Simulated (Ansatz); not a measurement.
## Electronic structure of MoS in real space

The calculation's input:

```
crystal:
  lattice:
    - [0.0, 2.586408707, 2.5864087069]
    - [5.1568827798, 2.586408707, 2.5864087069]
    - [5.1568827798, 5.1728174138, -1.0e-10]
  atoms:
    - { symbol: Mo, position: [0.5, 0.5, 0.0], spin: 2.28 }
    - { symbol: S, position: [0.0, 0.0, 0.0] }
    - { symbol: Mo, position: [0.5, 0.5, 0.5], spin: -2.28 }
    - { symbol: S, position: [0.0, 0.0, 0.5] }
basis:
  ecutwfc: 500
  ecutrho_ratio: 4
kpoints:
  mp_grid: { grid: [12, 12, 6] }
hamiltonian:
  xc: r2scan
scf:
  occupations: { method: gaussian, width: 0.05 }
output:
  forces: true
  stress: true
  eigenvalues: true
  populations: true
  write_density: true
  write_potential: true
  elf: true
  volumetric_format: npy
magnetization:
  spin_polarized: true
relax:
  f_tol: 0.01
  max_steps: 40
  cell: { stress_tol: 0.1, fix: [volume] }
```

Command:

```sh
ansatz run input.yaml --threads 2 --pin off --max-ram 2662MiB --backend cpu --events-out ev --progress --plain --runs-dir out
```

Below, planes, directions and counts refer to the cell of the magnetic structure (a = 3.66 Å, b = 3.66 Å, c = 5.15 Å, α = 90.00°, β = 90.00°, γ = 90.00°).

Space group I4/mmm; started from the rocksalt prototype, which need not be the ambient phase; changed on purpose from its base cell (volume × 1.040); computed pressure about −3 GPa in this cell; spin-polarised.

Level of theory: DFT r2SCAN, scalar-relativistic, plane waves, PAW in Ansatz.

Core electrons are frozen (PAW), and the valence fields are smoothed inside the atomic spheres.

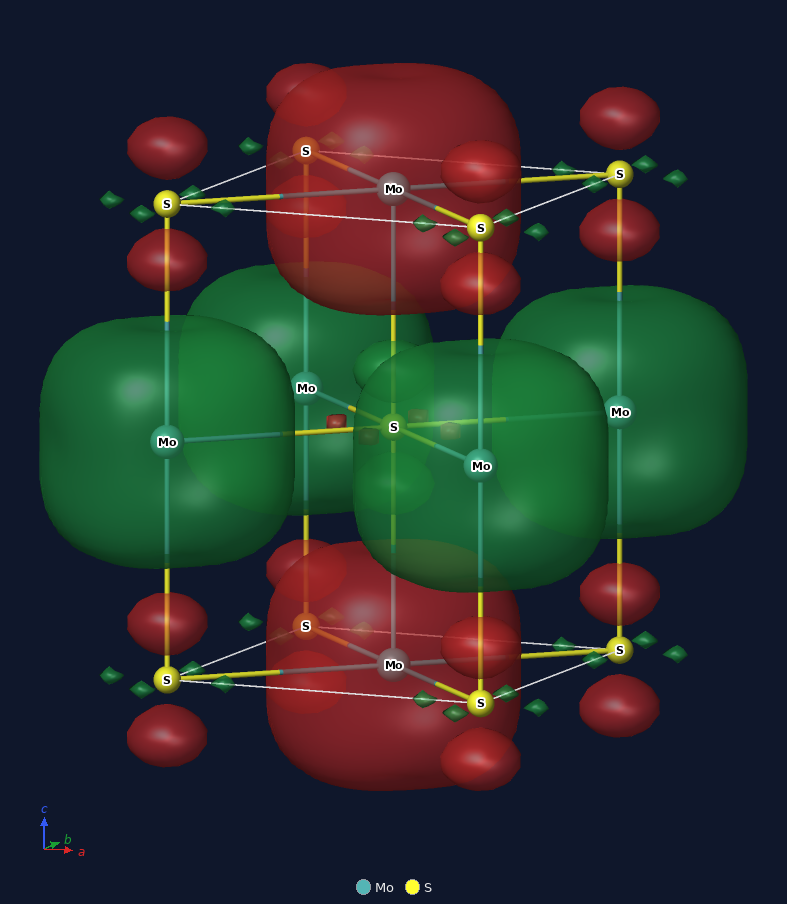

Figure 1. Isosurfaces of the spin density (up minus down) at +0.04 (green) and −0.04 e/Å³ (red), seen slightly off an axis. Sticks mark near contacts.

Which atoms carry the moments, and with what signs?

Answer. The spin density sits on Mo: +2.2 μB and −2.2 μB in one cell of 4 atoms: antiferromagnetic in this solution, which needn't be the ground state, with some nearest magnetic neighbours parallel and some opposed. The cell of the calculation (4 atoms) carries 0.0 μB of net spin moment.

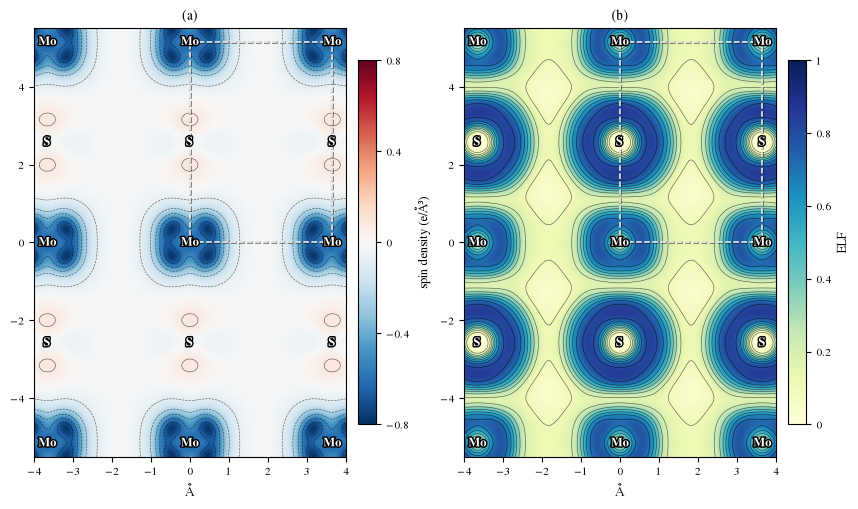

Figure 2. (a) magnetisation density (up minus down); (b) electron localisation function on the (100) plane of the cell of the magnetic structure.

Interpret the plot.

Answer. Atoms in the plane: Mo and S. Mo–S (2.58 Å): the ELF peaks at about 0.85 in the valence shell of S, 0.8 Å from its nucleus, and is about 0.35 at the midpoint. The features right at Mo lie inside the PAW spheres, where the map follows smoothed inner orbitals and isn't to be read closely.

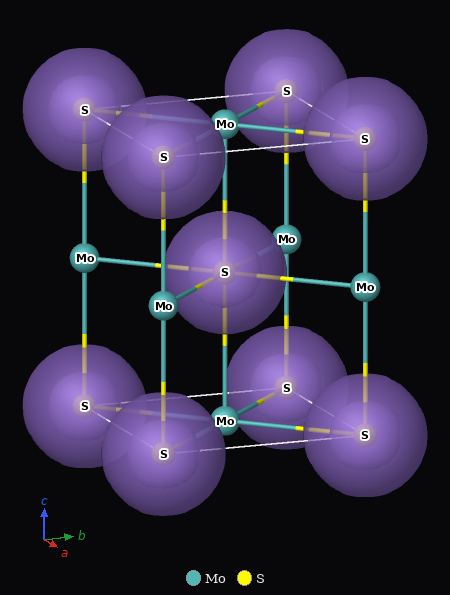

Figure 3. Isosurface of the electron localisation function at 0.75 (purple), seen slightly off an axis. Core shells and regions of very low density are left out. Sticks mark near contacts.

Where are the electrons localised?

Answer. At this value the surface marks out two regions wrapped around S (the valence shell of each), counted in one cell of 4 atoms. Any copies at cell faces, edges or corners count once.

Does the calculation make it a metal, or give it a gap?

Answer. It is metallic or semimetallic at this level of theory: no gap opens; semilocal functionals without U, or without the true magnetic order, often close the gap of such compounds.
